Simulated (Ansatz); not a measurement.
**CdI2: a changed input and its effect**

System: CdI2 (P-3m1, 3 atoms in the cell).
Method of the first run: DFT, PBE, plane waves, PAW, no spin polarisation (Ansatz 0.2.0).

The structure was built on a prototype by a generator. The geometry comes from this level: r2scan-rvv10 (a point of a series of strains). Text and figures count atoms from 1; the logs count them from 0 in places.

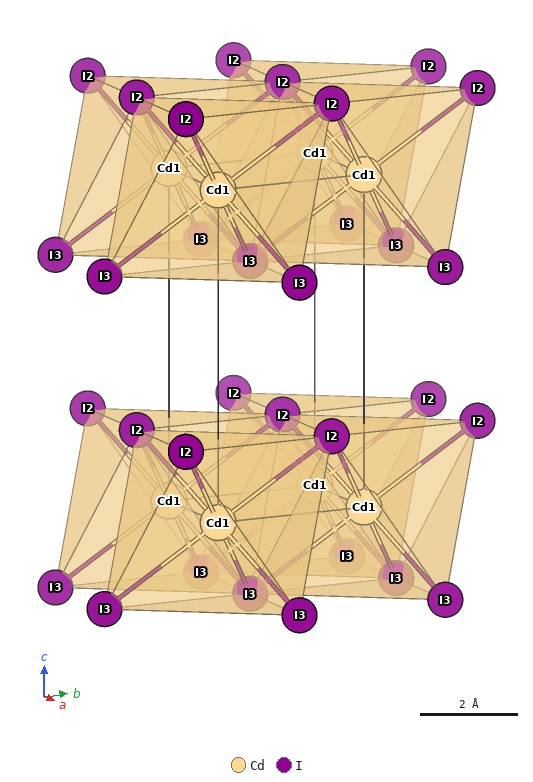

Figure 1. The input geometry (polyhedral view of the cell of the calculation, seen slightly off an axis; polyhedra are completed across the faces of the cell; atoms are numbered from 1 in the order of the input). An atom can appear more than once, as a periodic image.

**Input file, the first run**
```yaml
crystal:
  lattice:
    - [4.2045386411, 0.0, 0.0]
    - [-2.1022693205, 3.6412372744, 0.0]
    - [0.0, 0.0, 6.9403280836]
  atoms:
    - { symbol: Cd, position: [0.0, 0.0, 0.0] }
    - { symbol: I, position: [0.3333333333, 0.6666666667, 0.250405302] }
    - { symbol: I, position: [0.6666666667, 0.3333333333, 0.749594698] }
kpoints:
  mp_grid: { grid: [12, 12, 4] }
  band_path:
    path:
      - [0.0, 0.0, 0.0]
      - [0.5, 0.0, 0.0]
      - [0.3333333333, 0.3333333333, 0.0]
      - [0.0, 0.0, 0.5]
      - [0.5, 0.0, 0.5]
      - [0.3333333333, 0.3333333333, 0.5]
      - [-0.098958, 0.098958, 0.25]
      - [0.0, 0.460938, 0.369792]
    npoints: 1
hamiltonian:
  xc: pbe
scf:
  occupations: { method: fermi_dirac, width: 0.02 }
  n_extra_bands: 4
output:
  forces: true
  stress: true
  eigenvalues: true
```

Command:
```bash
ansatz run input.yaml --threads 4 --pin off --max-ram 4608MiB --backend cpu --events-out ev --progress --plain --runs-dir out
```

Hardware: 4 threads of Arm Neoverse V1, 24 GiB of memory available, shared host.

**Output, shortened to warnings, some set-up lines, iterations and results (the first run)**
```
Basis set: ecut = 420 eV, 2057 PW (Γ), exchange–correlation on 60×60×96 points (8 copies of the dense FFT grid, shifted against one another)
Symmetry: 12 space group operations
k-points: 69 of 576
Initial density: superposition of atomic densities (neutral atoms: chi_scale 0, normalization atom), corrected by the library's trained network
[...]
SCF iter   1: F=—  HF=-23281.979297 eV  |F-HF|=—  |Δ(HF+E_count)|=         —  Δρ=6.08e-4  dr2=5.63e-4  ethr=1.77e-3  ⟨swp⟩=7.6  Hψ=9404  notcnv=0
SCF iter   2: F=—  HF=-23281.979556 eV  |F-HF|=—  |Δ(HF+E_count)|=   2.59e-4  Δρ=4.14e-4  dr2=4.84e-4  ethr=1.04e-6  ⟨swp⟩=3.2  Hψ=5491  notcnv=0
SCF iter   3: F=—  HF=-23281.979601 eV  |F-HF|=—  |Δ(HF+E_count)|=   4.48e-5  Δρ=1.77e-4  dr2=3.20e-5  ethr=8.97e-7  ⟨swp⟩=2.0  Hψ=2545  notcnv=0
SCF iter   4: F=—  HF=-23281.979624 eV  |F-HF|=—  |Δ(HF+E_count)|=   2.34e-5  Δρ=6.02e-5  dr2=6.34e-6  ethr=5.93e-8  ⟨swp⟩=2.0  Hψ=3435  notcnv=0
SCF iter   5: F=—  HF=-23281.979635 eV  |F-HF|=—  |Δ(HF+E_count)|=   1.07e-5  Δρ=2.68e-5  dr2=1.81e-6  ethr=1.17e-8  ⟨swp⟩=3.0  Hψ=4512  notcnv=0
SCF iter   6: F=—  HF=-23281.979636 eV  |F-HF|=—  |Δ(HF+E_count)|=   1.34e-6  Δρ=1.24e-5  dr2=3.42e-7  ethr=3.35e-9  ⟨swp⟩=2.0  Hψ=2823  notcnv=0
SCF iter   7: F=-23281.979636 eV  HF=-23281.979637 eV  |F-HF|=5.77e-8  |Δ(HF+E_count)|=   9.31e-8  Δρ=4.81e-6  dr2=8.18e-8  ethr=1.85e-10  ⟨swp⟩=7.0  Hψ=8778  notcnv=0
SCF 1 converged in 7 iterations: F = -23281.979636 eV  dr2 = 8.18e-8
NSCF: frozen V_eff on 8 k-points
SCF converged after 7 iterations
Free energy (F): -23281.979636 eV
Harris-Foulkes:  -23281.979637 eV  (|F-HF|=5.77e-8)
Internal energy: -23281.979636 eV  (E = F + TS)
E sigma→0 (E₀):  -23281.979636 eV
Fermi energy:    7.545545 eV
--- Per-component energies (eV) ---
  E_band       = -1252.432786
  E_kinetic    = 882.498018
  E_local      = -8367.589094  (includes V_loc(G=0)·N_el)
  E_nonlocal   = -147.336608
  E_hartree    = 4116.192658
  E_xc         = -432.363799
  E_vxc        = -478.137816  (∫ρ·V_xc dr)
  E_paw        = -13716.445762  (= ΣΔE_a)
  E_vpaw       = -1374.256114  (= ΣTr[D̂ρ^β])
  E_aug_tail   = 0.000037  (compensation charges beyond the density's cutoff)
  E_ewald      = -5616.935086
  E_smearing   = -0.000000  (= −TS)
  E_closure    = -0.000000  (closes the sum)
  Σ components = -23281.979636   (vs F -23281.979636, Δ=0.00e0)
--- Forces (eV/Å), atoms counted from 1 ---
  atom   1  Cd    -0.00000000     0.00000000     0.00000000
  atom   2  I      0.00000000     0.00000000     0.07201842
  atom   3  I     -0.00000000    -0.00000000    -0.07201842
  max |Σ_I F_I| component: 6.94e-18 eV/Å
--- Stress (GPa, compression-positive) ---
        2.187749      -0.000000       0.000000
       -0.000000       2.187749       0.000000
        0.000000       0.000000       1.604981
  P = ⅓ Tr σ = 1.9935 GPa (19.935 kbar)
```

The input of the second run differs as follows (lines with − go, lines with + come):
```diff
-  xc: pbe
+  xc: r2scan
-  occupations: { method: fermi_dirac, width: 0.02 }
+  occupations: { method: fixed }
```

Predict how the results change.

The total energies belong to different methods, so their difference says nothing on which is more stable or more accurate. The gap on the mesh goes from 2.30 to 2.75 eV. The pressure goes from 1.99 to 1.26 GPa. The largest force goes from 0.072 to 0.005 eV/Å. The functional changes from PBE to r2SCAN. The SCF takes 6 iterations against 7. The default cutoff goes from 420 to 500 eV with the change. The plane waves at Γ go from 2057 to 2719. On the same kind of shared host the second run took about 2.4 times as long.

**Output, shortened to warnings, some set-up lines, iterations and results (the second run)**
```
Basis set: ecut = 500 eV, 2719 PW (Γ), exchange–correlation on 128×128×216 points (64 copies of the dense FFT grid, shifted against one another)
Symmetry: 12 space group operations
k-points: 69 of 576
Initial density: superposition of atomic densities (neutral atoms: chi_scale 0, normalization atom), corrected by the library's trained network
[...]
SCF iter   1: F=—  HF=-23326.373299 eV  |F-HF|=—  |Δ(HF+E_count)|=         —  Δρ=4.32e-3  dr2=1.55e-2  dr2_τ=1.47e-2  ethr=1.77e-3  ⟨swp⟩=5.1  Hψ=7597  notcnv=0  defer=113
SCF iter   2: F=—  HF=-23326.382588 eV  |F-HF|=—  |Δ(HF+E_count)|=   9.29e-3  Δρ=2.36e-3  dr2=3.96e-3  dr2_τ=5.44e-4  ethr=2.87e-5  ⟨swp⟩=3.2  Hψ=4001  notcnv=0  defer=137
SCF iter   3: F=—  HF=-23326.383980 eV  |F-HF|=—  |Δ(HF+E_count)|=   1.39e-3  Δρ=4.56e-4  dr2=2.50e-4  dr2_τ=8.20e-6  ethr=7.33e-6  ⟨swp⟩=3.0  Hψ=3949  notcnv=0  defer=135
SCF iter   4: F=—  HF=-23326.384046 eV  |F-HF|=—  |Δ(HF+E_count)|=   6.64e-5  Δρ=8.27e-5  dr2=5.58e-6  dr2_τ=4.48e-7  ethr=4.64e-7  ⟨swp⟩=2.9  Hψ=4108  notcnv=0  defer=135
SCF iter   5: F=—  HF=-23326.384049 eV  |F-HF|=—  |Δ(HF+E_count)|=   2.79e-6  Δρ=2.72e-5  dr2=7.73e-7  dr2_τ=3.29e-8  ethr=1.03e-8  ⟨swp⟩=2.0  Hψ=3450  notcnv=0  defer=128
SCF iter   6: F=-23326.384049 eV  HF=-23326.384049 eV  |F-HF|=5.80e-9  |Δ(HF+E_count)|=   3.56e-7  Δρ=6.28e-6  dr2=4.77e-8  dr2_τ=9.93e-10  ethr=1.85e-10  ⟨swp⟩=8.1  Hψ=12377 …
SCF 1 converged in 6 iterations: F = -23326.384049 eV  dr2 = 4.77e-8
NSCF: frozen V_eff on 8 k-points
SCF converged after 6 iterations
Free energy (F): -23326.384049 eV
Harris-Foulkes:  -23326.384049 eV  (|F-HF|=5.80e-9)
Internal energy: -23326.384049 eV  (E = F + TS)
E sigma→0 (E₀):  -23326.384049 eV
Fermi energy:    6.072937 eV
--- Per-component energies (eV) ---
  E_band       = -1307.636908
  E_kinetic    = 882.767252
  E_local      = -8367.748372  (includes V_loc(G=0)·N_el)
  E_nonlocal   = -145.629727
  E_hartree    = 4115.794398
  E_xc         = -409.707359
  E_vxc        = -524.047094  (∫ρ·V_xc dr)
  E_paw        = -13784.506433  (= ΣΔE_a)
  E_vpaw       = -1417.823527  (= ΣTr[D̂ρ^β])
  E_aug_tail   = -0.000057  (compensation charges beyond the density's cutoff)
  E_vtau       = 33.258526  (kinetic-family band-sum trace: ∫τ·v_τ [+ j·A + Jᵃ·Aᵃ] dr)
  E_ewald      = -5616.935086
  E_core_change = -0.418665  (= ΣΔE_core)
  E_smearing   = -0.000000  (= −TS)
  E_closure    = 0.000000  (closes the sum)
  Σ components = -23326.384049   (vs F -23326.384049, Δ=0.00e0)
--- Forces (eV/Å), atoms counted from 1 ---
  atom   1  Cd    -0.00000000    -0.00000000     0.00000000
  atom   2  I      0.00000000     0.00000000    -0.00482275
  atom   3  I     -0.00000000    -0.00000000     0.00482275
  max |Σ_I F_I| component: 4.63e-18 eV/Å
--- Stress (GPa, compression-positive) ---
        1.455597      -0.000000       0.000000
       -0.000000       1.455597       0.000000
        0.000000       0.000000       0.863322
  P = ⅓ Tr σ = 1.2582 GPa (12.582 kbar)
```

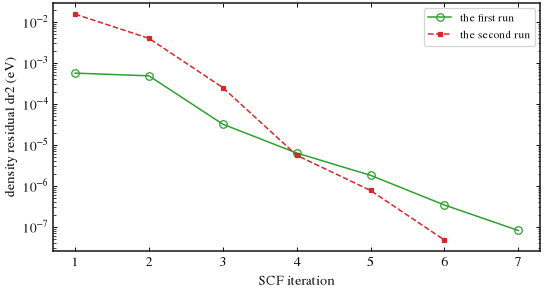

Figure 2. Convergence of the two runs: density residual dr2 against the SCF iteration. The first run takes 7 iterations in all, and the second run takes 6.

**The two runs side by side**

| quantity | the first run | the second run |
| --- | --- | --- |
| outcome | converged | converged |
| free energy per atom (eV) | −7760.6599 | −7775.4613 |
| gap on the mesh (eV) | 2.30 | 2.75 |
| pressure (GPa) | 1.99 | 1.26 |
| largest force (eV/Å) | 0.072 | 0.005 |
| SCF iterations | 7 | 6 |
| irreducible k-points | 69 | 69 |
| plane waves at Γ | 2057 | 2719 |
| wall time (shared host) | 4.6 s | 11 s |
